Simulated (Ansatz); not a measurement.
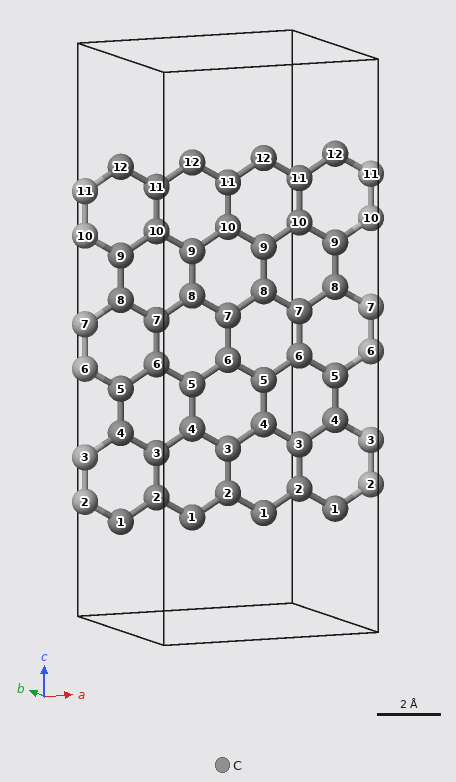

**Figure 1.** The input geometry (ball-and-stick view of the 3 repeat of the cell, with the vacuum cut short, seen slightly off an axis; neighbours outside the cell are drawn fainter; atoms are numbered from 1 in the order of the input). An atom can appear more than once, as a periodic image.

# Run report: C, single-point calculation

C (slab, 12 atoms in the cell), computed with DFT PBE, scalar-relativistic, plane waves, PAW, no spin polarisation (Ansatz 0.2.0).

The structure derives from a Materials Project entry. It belongs to a series of runs on one base structure; here: (1 0 0) slab cut from the bulk. Figures and captions count atoms from 1; the log counts them from 0 in places.

## Input
```yaml
crystal:
  lattice:
    - [2.4663511027, 0.0, 0.0]
    - [0.0, 8.521485608, 0.0]
    - [0.0, 0.0, 26.3915877846]
  atoms:
    - { symbol: C, position: [0.0, 0.0, 0.284181462] }
    - { symbol: C, position: [0.5, 0.0, 0.3111587792] }
    - { symbol: C, position: [0.5, 0.0, 0.3651134137] }
    - { symbol: C, position: [0.0, 0.0, 0.392090731] }
    - { symbol: C, position: [0.0, 0.0, 0.4460453655] }
    - { symbol: C, position: [0.5, 0.0, 0.4730226827] }
    - { symbol: C, position: [0.5, 0.0, 0.5269773173] }
    - { symbol: C, position: [0.0, 0.0, 0.5539546345] }
    - { symbol: C, position: [0.0, 0.0, 0.607909269] }
    - { symbol: C, position: [0.5, 0.0, 0.6348865863] }
    - { symbol: C, position: [0.5, 0.0, 0.6888412208] }
    - { symbol: C, position: [0.0, 0.0, 0.715818538] }
basis:
  ecutwfc: 420
kpoints:
  mp_grid: { grid: [14, 4, 1] }
hamiltonian:
  xc: pbe
scf:
  occupations: { method: gaussian, width: 0.1 }
output:
  forces: true
  stress: true
  eigenvalues: true
  write_density: true
  write_potential: true
  elf: true
  volumetric_format: npy
efield:
  axis: 3
  dipole_correction: true
  ramp_width: 0.04
```

Machine: 1 thread of Intel Xeon @ 2.50GHz (Skylake/Cascade Lake), 192 GiB of memory available, shared host.

Run as:
```bash
ansatz run input.yaml --threads 1 --pin off --max-ram 2560MiB --backend cpu --events-out ev --progress --plain --runs-dir out
```

## The program's output
```
Engine: ansatz 0.2.0, x86_64-unknown-linux-gnu
Pseudopotentials: kind: paw
Pseudopotential: C, paw, valence charge 4, recommended cutoff 420 eV (normal), C.paw.azcp
Functional definition: PBE
  parameter kappa = 0.804
  parameter beta = 0.06672455060314922
  exchange = pbe_x(kappa = kappa, mu = beta*pi^2/3)
  correlation = pbe_c(beta = beta)
Crystal: 12 atoms, lattice volume = 554.671 Å³
Basis set: ecut = 420 eV, 10777 PW (Γ), exchange–correlation on 36×120×360 points (8 copies of the dense FFT grid, shifted against one another)
Bands: 36, of which v1, the nominal top of the filled ones, is band 24 counted from 1 (23 counted from 0)
Symmetry: 4 space group operations
k-points: 24 of 56
Non-local potential: C, projectors of the file, l = 0: 2, l = 1: 2, l = 2: 1
PAW form: soft (Blöchl's): semilocal exchange-correlation on the pseudo side does not see the compensation charge
PAW one-centre angular grid: C, 110 points (default); XC on 64 Gauss nodes
Initial density: superposition of atomic densities (neutral atoms: chi_scale 0, normalization atom), corrected by the library's trained network
Initial wavefunctions: pseudopotential atomic-orbital guess
Functional: x = pbe(κ = 0.804, μ = 0.2195149727645171), c = pbe(β = 0.06672455060314922)
SCF iter   1: F=—  HF=-3004.765543 eV  |F-HF|=—  |Δ(HF+E_count)|=         —  Δρ=1.11e-2  dr2=7.06e-1  ethr=1.77e-3  p=0.000 e·Å  D=3.19e-14 V/Å  ΔV_dip=-0.00 eV  dr2_dipole=5.64e-8  V_vac-E_F(+/−)=6.69/6.69 eV  ⟨swp⟩=14.4  Hψ=6716  notcnv=0  defer=66
efield: sawtooth ramp at fractional position 0.9800 (placed from the atoms, in the widest stretch of the axis that holds none; the zero of the levels goes with the place), width 0.0400; the density the first Hamiltonian is built on has a dipole p = 0.000 e·Å; the dipole correction subtracts the counter field D = 3.19e-14 V/Å, which shifts the + side's vacuum level by -0.00 eV against the − side's; the planar-averaged density in the ramp window peaks in size at 8.3e-5 e/Å³
preconditioner: auto → LDOS  [metal: Δε(μ)=0.095 eV  Ē_g=13.450 eV  σ=0.100 eV  W_gap=0.49  n_scr=58 (ndim 8)  ℏωp=10.9 eV  f_vac=0.731  D(μ)=7.10/eV (n_scr^D=40)  β→1.0]
SCF iter   2: F=—  HF=-3004.675272 eV  |F-HF|=—  |Δ(HF+E_count)|=   9.03e-2  Δρ=6.96e-3  dr2=4.65e-1  ethr=1.47e-3  p=-0.000 e·Å  D=-1.20e-6 V/Å  ΔV_dip=0.00 eV  dr2_dipole=2.33e-7  V_vac-E_F(+/−)=6.39/6.39 eV  ⟨swp⟩=3.7  Hψ=1748  notcnv=0  defer=149
SCF iter   3: F=—  HF=-3004.629082 eV  |F-HF|=—  |Δ(HF+E_count)|=   4.62e-2  Δρ=5.30e-3  dr2=2.38e-1  ethr=9.69e-4  p=-0.000 e·Å  D=-1.81e-6 V/Å  ΔV_dip=0.00 eV  dr2_dipole=6.74e-8  V_vac-E_F(+/−)=6.23/6.22 eV  ⟨swp⟩=2.9  Hψ=1269  notcnv=0  defer=149
SCF iter   4: F=—  HF=-3004.617591 eV  |F-HF|=—  |Δ(HF+E_count)|=   1.15e-2  Δρ=3.40e-3  dr2=1.29e-1  ethr=4.97e-4  p=0.000 e·Å  D=9.95e-7 V/Å  ΔV_dip=-0.00 eV  dr2_dipole=9.07e-8  V_vac-E_F(+/−)=6.01/6.01 eV  ⟨swp⟩=2.4  Hψ=1175  notcnv=0  defer=149
SCF iter   5: F=—  HF=-3004.599248 eV  |F-HF|=—  |Δ(HF+E_count)|=   1.83e-2  Δρ=1.95e-3  dr2=3.41e-2  ethr=2.69e-4  p=0.000 e·Å  D=2.47e-6 V/Å  ΔV_dip=-0.00 eV  dr2_dipole=9.98e-8  V_vac-E_F(+/−)=5.93/5.93 eV  ⟨swp⟩=2.1  Hψ=1365  notcnv=0  defer=146
SCF iter   6: F=—  HF=-3004.594394 eV  |F-HF|=—  |Δ(HF+E_count)|=   4.85e-3  Δρ=7.97e-4  dr2=6.31e-3  ethr=7.11e-5  p=0.000 e·Å  D=2.80e-6 V/Å  ΔV_dip=-0.00 eV  dr2_dipole=3.85e-8  V_vac-E_F(+/−)=5.95/5.95 eV  ⟨swp⟩=2.5  Hψ=1291  notcnv=0  defer=143
SCF iter   7: F=—  HF=-3004.594054 eV  |F-HF|=—  |Δ(HF+E_count)|=   3.40e-4  Δρ=3.11e-4  dr2=1.88e-3  ethr=1.31e-5  p=0.000 e·Å  D=1.47e-6 V/Å  ΔV_dip=-0.00 eV  dr2_dipole=4.95e-8  V_vac-E_F(+/−)=6.02/6.02 eV  ⟨swp⟩=2.1  Hψ=1225  notcnv=0  defer=143
SCF iter   8: F=—  HF=-3004.593974 eV  |F-HF|=—  |Δ(HF+E_count)|=   7.96e-5  Δρ=1.89e-4  dr2=2.19e-4  ethr=3.91e-6  p=0.000 e·Å  D=1.27e-6 V/Å  ΔV_dip=-0.00 eV  dr2_dipole=6.54e-10  V_vac-E_F(+/−)=6.04/6.04 eV  ⟨swp⟩=2.1  Hψ=1219  notcnv=0  defer=143
SCF iter   9: F=—  HF=-3004.594019 eV  |F-HF|=—  |Δ(HF+E_count)|=   4.49e-5  Δρ=6.05e-5  dr2=5.46e-5  ethr=4.55e-7  p=0.000 e·Å  D=7.94e-7 V/Å  ΔV_dip=-0.00 eV  dr2_dipole=2.88e-9  V_vac-E_F(+/−)=6.08/6.08 eV  ⟨swp⟩=2.5  Hψ=1255  notcnv=0  defer=143
SCF iter  10: F=—  HF=-3004.594064 eV  |F-HF|=—  |Δ(HF+E_count)|=   4.48e-5  Δρ=2.06e-5  dr2=1.92e-6  ethr=1.14e-7  p=0.000 e·Å  D=4.76e-7 V/Å  ΔV_dip=-0.00 eV  dr2_dipole=4.14e-10  V_vac-E_F(+/−)=6.08/6.08 eV  ⟨swp⟩=1.2  Hψ=838  notcnv=0  defer=143
SCF iter  11: F=—  HF=-3004.594066 eV  |F-HF|=—  |Δ(HF+E_count)|=   1.59e-6  Δρ=1.11e-5  dr2=5.78e-7  ethr=4.00e-9  p=0.000 e·Å  D=3.41e-7 V/Å  ΔV_dip=-0.00 eV  dr2_dipole=1.06e-10  V_vac-E_F(+/−)=6.08/6.08 eV  ⟨swp⟩=2.6  Hψ=1272  notcnv=0  defer=143
SCF iter  12: F=—  HF=-3004.594066 eV  |F-HF|=—  |Δ(HF+E_count)|=   8.96e-7  Δρ=5.43e-6  dr2=1.25e-7  ethr=1.20e-9  p=0.000 e·Å  D=2.38e-7 V/Å  ΔV_dip=-0.00 eV  dr2_dipole=5.96e-11  V_vac-E_F(+/−)=6.08/6.08 eV  ⟨swp⟩=2.8  Hψ=1329  notcnv=0  defer=143
SCF iter  13: F=-3004.594067 eV  HF=-3004.594067 eV  |F-HF|=2.00e-8  |Δ(HF+E_count)|=   4.14e-7  Δρ=1.47e-6  dr2=1.11e-8  ethr=2.08e-10  p=0.000 e·Å  D=1.52e-7 V/Å  ΔV_dip=-0.00 eV  dr2_dipole=2.67e-12  V_vac-E_F(+/−)=6.08/6.08 eV  ⟨swp⟩=26.5  Hψ=8452  notcnv=0
SCF 1 converged in 13 iterations: F = -3004.594067 eV  dr2 = 1.11e-8
  greatest PAW one-centre occupation: 0.700 electrons in one spin orbital (limit 2), on the C atom at site 11 (counted from 0), in its partial waves of l = 0
```

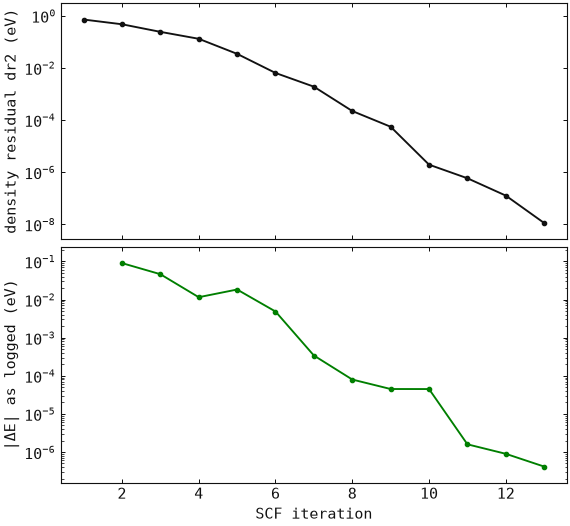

**Figure 2.** Convergence of the self-consistent field: density residual dr2 and size of the energy change against the SCF iteration. The residual falls at every step.

```
WARN: The output density's exchange-correlation potential varies sharply where the density is thin. Do not read a vacuum level from v_tot or v_xc, or from such a field of the output density. On a cell that repeats whose density bears no net charge and no dipole along the vacuum's axis use v_es (v_loc + v_h of the components); under efield.dipole_correction with no amplitude use v_es + v_field, which holds any external_charges[].barrier, or the levels of the report's work_function block, which leave it out; under a non-zero efield.amplitude the vacuum is tilted and has no level; on a cell that repeats and bears such a dipole with no correction it is tilted too, and efield.dipole_correction with no amplitude gives each side of its ramp a level where efield: is served; in a cell that repeats whose density bears a net charge (total_charge, or a fill off its count) it is curved and has none; of a slab under crystal.periodic whose density bears no net charge use v_es, which has a level on each side, short of where the two are joined; of another it falls or rises all the way out and has none; of a slab beside external_charges read slab_vacuum_level instead, which it has where they leave it neutral. The grid or the basis barely resolves most such structure, and the values can differ between equally converged runs; as a rule a tighter scf.convergence.dr2_threshold does not remove it. Where the density itself ripples (under the LDA too) a higher basis.ecutwfc lessens it. The files hold the spikes' plane waves up to the density's cutoff. Files: v_tot_of_output_density and the like, and their columns of v_z.tsv (output.write_potential); v_xc_of_output_density and the like, and their columns of v_comp_z.tsv (output.write_potential_components). Measured: with its Gaussian average of σ = 0.25 Å subtracted twice, the exchange-correlation potential is over 0.1 eV at 2004 of the grid points where the equally averaged density (valence and model cores) is under 1e-3 e/Å³, and 0.710 eV at the most among them, at an averaged density of 7.3e-6 e/Å³. The input density's (outcome.potential() and, of a run that writes arrays, v_tot and v_xc) is over 0.1 eV, so measured, at 1865 points of its own thin density, 0.826 eV at the most. See output.write_potential in the manual, Limitations
SCF converged after 13 iterations
Free energy (F): -3004.594067 eV
Harris-Foulkes:  -3004.594067 eV  (|F-HF|=2.00e-8)
Internal energy: -3004.538997 eV  (E = F + TS)
E sigma→0 (E₀):  -3004.566532 eV
Entropy (-TS):   -0.055070 eV (-4.589 meV/atom)
Fermi energy:    -3.259166 eV
Dipole field:    D = -0.000001 V/Å  (p = -0.000004 e·Å, saw-weighted, corrected)
Work function:   Φ+ = 6.0817 eV   Φ− = 6.0817 eV
Levels:          The Fermi level and band energies are counted from a zero that moves with the ramp; work functions are not
--- Per-component energies (eV) ---
  E_band       = -564.031307
  E_kinetic    = 1076.673196
  E_local      = -18182.160978  (includes V_loc(G=0)·N_el)
  E_nonlocal   = 328.888260
  E_hartree    = 8499.143537
  E_xc         = -571.005417
  E_vxc        = -706.237173  (∫ρ·V_xc dr)
  E_paw        = -1190.444639  (= ΣΔE_a)
  E_vpaw       = -79.483234  (= ΣTr[D̂ρ^β])
  E_aug_tail   = 0.000085  (compensation charges beyond the density's cutoff)
  E_efield     = 0.000000  (sawtooth field / dipole correction)
  E_vefield    = 0.000000  (∫n·V_field dr)
  E_ewald      = 7034.366959
  E_smearing   = -0.055070  (= −TS)
  E_closure    = -0.000000  (closes the sum)
  Σ components = -3004.594067   (vs F -3004.594067, Δ=0.00e0)
--- Forces (eV/Å), atoms counted from 1 ---
  atom   1  C      0.00000000     0.00000000     1.79015871
  atom   2  C      0.00000000     0.00000000    -2.66219184
  atom   3  C      0.00000000     0.00000000     0.93952694
  atom   4  C      0.00000000     0.00000000    -0.18023340
  atom   5  C      0.00000000     0.00000000     0.11749608
  atom   6  C      0.00000000     0.00000000    -0.04845213
  atom   7  C      0.00000000     0.00000000     0.04845885
  atom   8  C      0.00000000     0.00000000    -0.11750559
  atom   9  C      0.00000000     0.00000000     0.18023417
  atom  10  C      0.00000000     0.00000000    -0.93953788
  atom  11  C      0.00000000     0.00000000     2.66220783
  atom  12  C      0.00000000     0.00000000    -1.79015840
  max |Σ_I F_I| component: 3.36e-6 eV/Å
--- Stress (GPa, compression-positive) ---
        0.090730       0.000000       0.000000
        0.000000       0.009196       0.000000
        0.000000       0.000000       0.061977
  P = ⅓ Tr σ = 0.0540 GPa (0.540 kbar)
--- Band table (eV; the first three rows and the last of 24) ---
  k-point 0: bands = ["-22.5060", "-21.9839", "-21.1809", "-20.1143", "-18.8174", "-17.6169", "-15.1657", "-13.2322", "-11.1309", "-10.5591", "-9.9593", "-9.4291", "-9.0654", "-9.0040", "-8.9276", "-8.1971", "-7.9312", "-7.3479", "-7.1261", "-6.7028", "-6.5877", "-6.2467", "-5.7903", "-3.2343", "-3.1914", "-0.7132", "0.2257", "0.8850", "0.9506", "1.6683", "2.3938", "2.5051", "2.6541", "2.7818", "3.1261", "3.2924"]
  k-point 1: bands = ["-22.5060", "-21.9838", "-21.1809", "-20.1143", "-18.8174", "-17.6169", "-15.1657", "-13.2322", "-11.1309", "-10.5592", "-9.9593", "-9.4293", "-9.0655", "-9.0040", "-8.9275", "-8.1971", "-7.9313", "-7.3479", "-7.1261", "-6.7028", "-6.5877", "-6.2467", "-5.7902", "-3.2339", "-3.1909", "-0.7142", "0.4178", "0.9366", "1.0835", "1.8139", "1.8681", "2.4214", "2.5939", "2.6547", "2.8441", "3.2288"]
  k-point 2: bands = ["-22.5060", "-21.9838", "-21.1809", "-20.1143", "-18.8174", "-17.6169", "-15.1657", "-13.2322", "-11.1308", "-10.5594", "-9.9595", "-9.4293", "-9.0656", "-9.0039", "-8.9276", "-8.1971", "-7.9314", "-7.3479", "-7.1262", "-6.7029", "-6.5878", "-6.2468", "-5.7900", "-3.2336", "-3.1904", "-0.7150", "0.9281", "0.9343", "1.0354", "1.5940", "1.6693", "2.2259", "2.4217", "2.8135", "2.8488", "3.0587"]
  k-point 23: bands = ["-18.2453", "-18.2445", "-17.8095", "-17.7825", "-17.3977", "-16.3762", "-15.7507", "-15.7507", "-14.6622", "-14.6618", "-13.8258", "-13.7890", "-11.4087", "-11.2793", "-10.3802", "-10.1225", "-9.7662", "-5.7859", "-5.7791", "-5.5950", "-5.4711", "-5.3975", "-3.5948", "-3.5816", "-2.4066", "-2.3819", "-1.1689", "-1.0865", "-0.5724", "-0.5485", "-0.3102", "4.7465", "5.0479", "6.0545", "6.7781", "6.7922"]
```

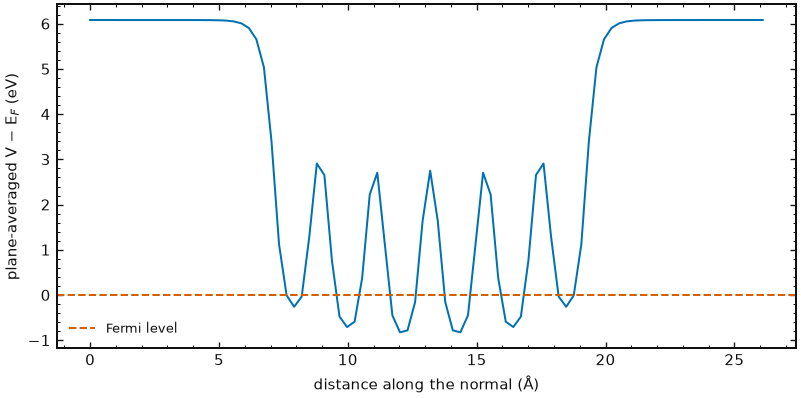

**Figure 3.** Plane average of the electrostatic potential energy of an electron across the cell, from the Fermi level. The vacuum level lies 6.08 eV above the Fermi level.

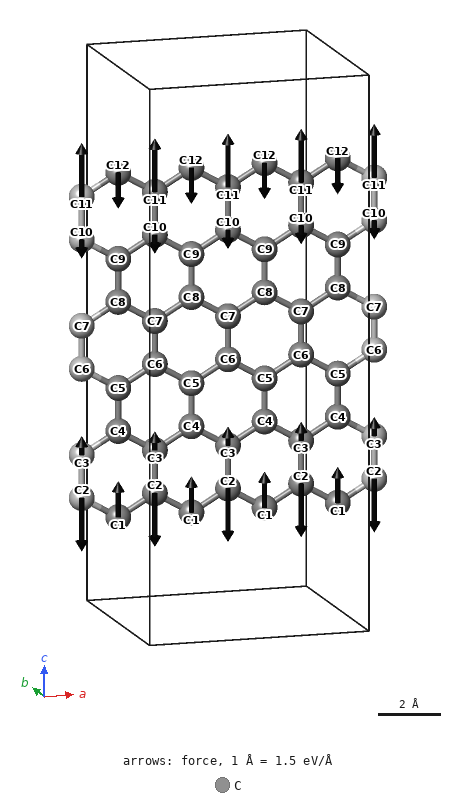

**Figure 4.** Forces on the atoms as black arrows (ball-and-stick view of the 3 repeat of the cell, with the vacuum cut short, seen slightly off an axis; neighbours outside the cell are drawn fainter; atoms are numbered from 1 in the order of the input); the smallest are left out. The largest act on C2, C11 (2.66 eV/Å); C1, C12 (1.79 eV/Å); C3, C10 (0.94 eV/Å). The geometry is not a stationary point of this energy.

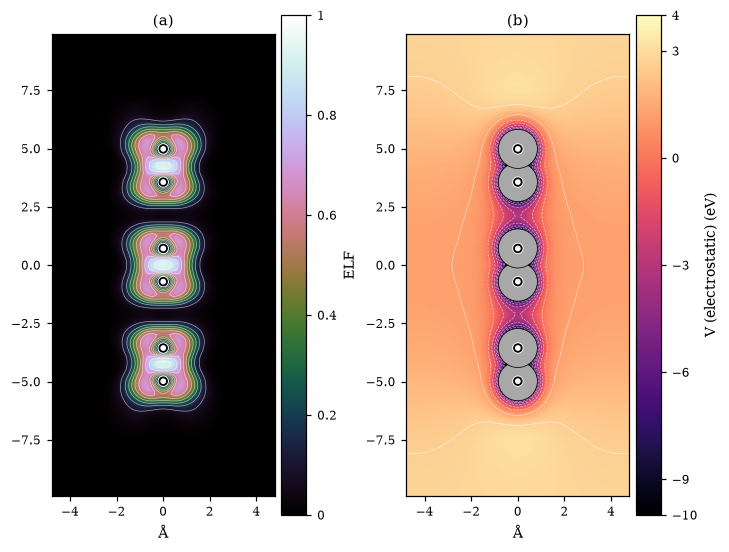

**Figure 5.** (a) ELF; (b) electrostatic potential energy of an electron on the (110) plane of the calculation cell, a cut from vacuum to vacuum. Circles mark the nuclei in the plane (C). Grey discs, where drawn, cover atomic cores. Atoms in the plane: C. In a PAW calculation such maps are meaningful between the atoms, not at the nuclei.

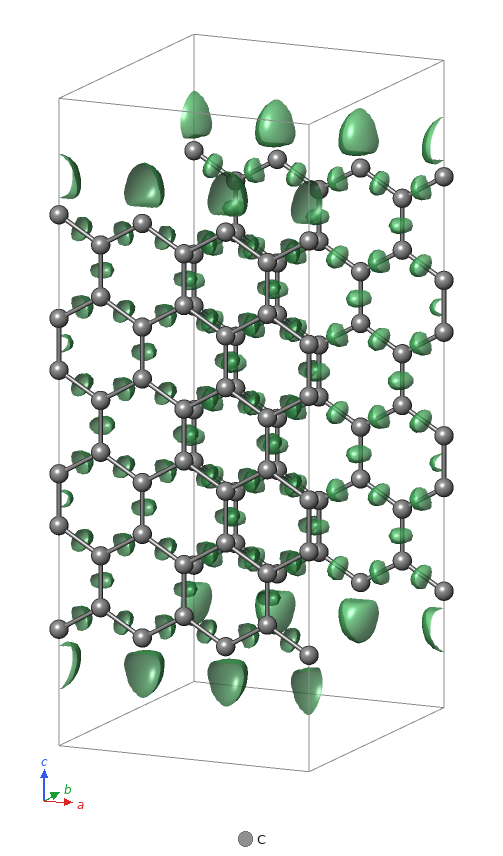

**Figure 6.** Isosurface of the electron localisation function at 0.85 (green), seen at an oblique angle. Core shells and regions of very low density are left out. Sticks mark near contacts.

## Summary

- outcome: converged
- electrons treated: 48
- free energy: −3004.5941 eV
- work function, top face: 6.08 eV
- work function, bottom face: 6.08 eV
- Fermi energy: −3.259 eV
- gap on the k-point mesh: none (metallic)
- work function (upper face): 6.08 eV
- largest force (length of the vector): 2.662 eV/Å
- wall time: 89 s
- peak memory: 0.79 GiB

## Remarks

Warnings of the run: the exchange-correlation potential is rough where the density is thin.
